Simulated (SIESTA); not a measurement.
# Energy of TiAl along an even scaling of the cell

System: TiAl (P-6m2, 2 atoms in the cell).
Method: Kohn-Sham DFT of a periodic cell, PBEsol, PseudoDojo 0.4 standard, converted to PSML, no spin polarisation (SIESTA 5.4.2).

The 7 runs differ only in the geometry, by an even scaling of the cell at fixed fractional positions. The structure derives from a Materials Project entry.

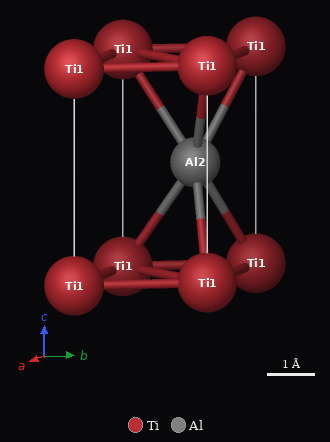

Figure 1. The structure of run 4 (ball-and-stick view of the cell of the calculation, seen at an oblique angle; atoms are numbered from 1 in the order of the input). An atom can appear more than once, as a periodic image.

### Input of run 4
```
SystemName                      TiAl
SystemLabel                     TiAl
NumberOfSpecies                 2
NumberOfAtoms                   2
%block ChemicalSpeciesLabel
  1  22 Ti
  2  13 Al
%endblock ChemicalSpeciesLabel

LatticeConstant                 1.0 Ang
%block LatticeVectors
     2.8672622327     0.0000000000     0.0000000000
    -1.4336311163     2.4831219328     0.0000000000
     0.0000000000     0.0000000000     4.6780830000
%endblock LatticeVectors
AtomicCoordinatesFormat         Fractional
%block AtomicCoordinatesAndAtomicSpecies
     0.0000000000     0.0000000000     0.0000000000  1  Ti
     0.3333333333     0.6666666667     0.5000000000  2  Al
%endblock AtomicCoordinatesAndAtomicSpecies

%block kgrid.MonkhorstPack
   11   0   0  0.0
    0  11   0  0.0
    0   0   6  0.0
%endblock kgrid.MonkhorstPack
XC.Functional                   GGA
XC.Authors                      PBEsol
PAO.BasisSize                   DZP
PAO.EnergyShift                 0.003 Ry
Mesh.Cutoff                     800 Ry
OccupationFunction              FD
ElectronicTemperature           0.05 eV
MaxSCFIterations                120
SCF.MustConverge                false
SCF.Mixer.Method                Pulay
SCF.Mixer.Weight                0.25
SCF.Mixer.History               8
SCF.DM.Tolerance                5.0e-05
SCF.H.Tolerance                 1.0e-03 eV
WriteForces                     true
Charge.Mulliken                 end
%block PAO.Basis
  Ti 5
  n=3 0 2
    3.151 0.000
  n=4 0 2
    8.703 0.000
  n=3 1 2
    3.568 0.000
  n=4 1 1
    8.703
  n=3 2 2
    6.267 0.000
%endblock PAO.Basis
```

Command:
```bash
siesta < TiAl.fdf > TiAl.out 2>&1
```

Run 6 differs from it as follows:
```diff
-     2.8672622327     0.0000000000     0.0000000000
-    -1.4336311163     2.4831219328     0.0000000000
-     0.0000000000     0.0000000000     4.6780830000
+     2.9049936943     0.0000000000     0.0000000000
+    -1.4524968471     2.5157983370     0.0000000000
+     0.0000000000     0.0000000000     4.7396437833
```

### Results, with one run withheld

| run | volume per atom (Å³) | free energy per atom, from the lowest run given (meV) | pressure (GPa) |
| --- | --- | --- | --- |
| 1 | 15.654 | 9.25 | 4.88 |
| 2 | 15.987 | 1.97 | 2.17 |
| 3 | 16.320 | 0.00 | −0.21 |
| 4 | 16.653 | 2.77 | −2.40 |
| 5 | 16.986 | 9.95 | −4.45 |
| 6 | 17.320 | ? | ? |
| 7 | 17.653 | 35.83 | −7.86 |

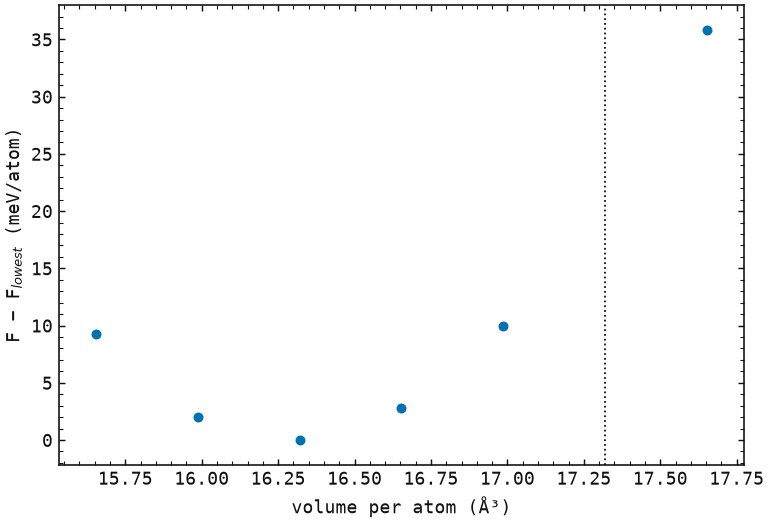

Figure 2. Free energy per atom of the runs given; the dotted line marks run 6.

Estimate the energy of run 6 from the others.

A cubic polynomial in V^(−2/3) (the Birch–Murnaghan form), fitted to the 6 runs given, misses them by at most 0.02 meV per atom. With x = V^(−2/3) − 0.15416 Å⁻², it reads F = 1.1328 − 1589.8 x + 5.397e+05 x² − 5.3272e+05 x³ (meV per atom). At run 6 it gives 21.10 meV per atom, and the run itself gives 21.11. The slope of the fit gives a pressure −dF/dV of −6.25 GPa there, and the run prints −6.26 GPa. The fit has its minimum at 16.287 Å³ per atom, where V d²F/dV² gives 114 GPa. Cell shape and fractional positions are held, so this is the stiffness under even scaling; the relaxed bulk modulus wasn't computed.

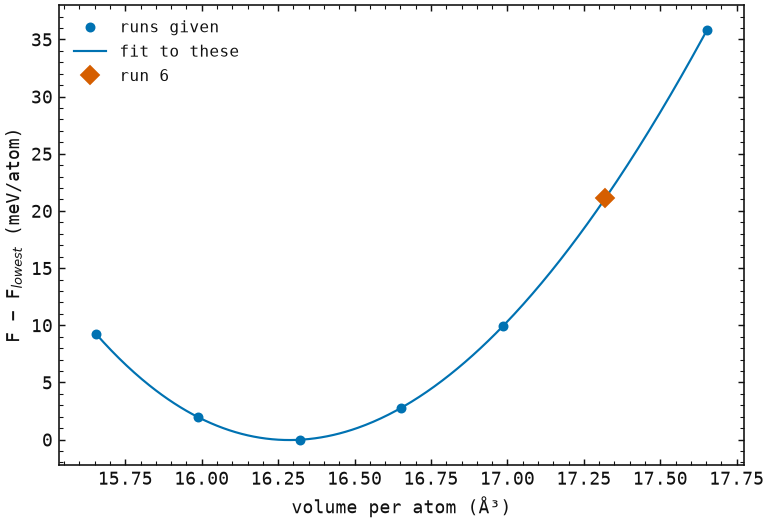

Figure 3. The fit and the withheld run.

### Some lines of the output (run 6)
```
[...]
outcell: Cell volume (Ang**3)        :     34.6391
stepf: Fermi-Dirac step function
siesta: Etot    =     -1676.211109
siesta: FreeEng =     -1676.230921
        iscf     Eharris(eV)        E_KS(eV)     FreeEng(eV)     dDmax    Ef(eV) dHmax(eV)
siesta: E_KS(eV) =            -1676.9855
siesta: E_KS - E_eggbox =     -1676.9855
siesta: Etot    =     -1676.985512
siesta: FreeEng =     -1677.009856
siesta:         Fermi =      -6.927388
siesta: Cell volume =         34.639110 Ang**3
    Orbital volume contribution        =           3.331141 eV
```

Notes: Points of doubt noted for this run: mulliken charges of long orbitals. With a small basis of atomic orbitals these values can differ much from converged plane-wave results.
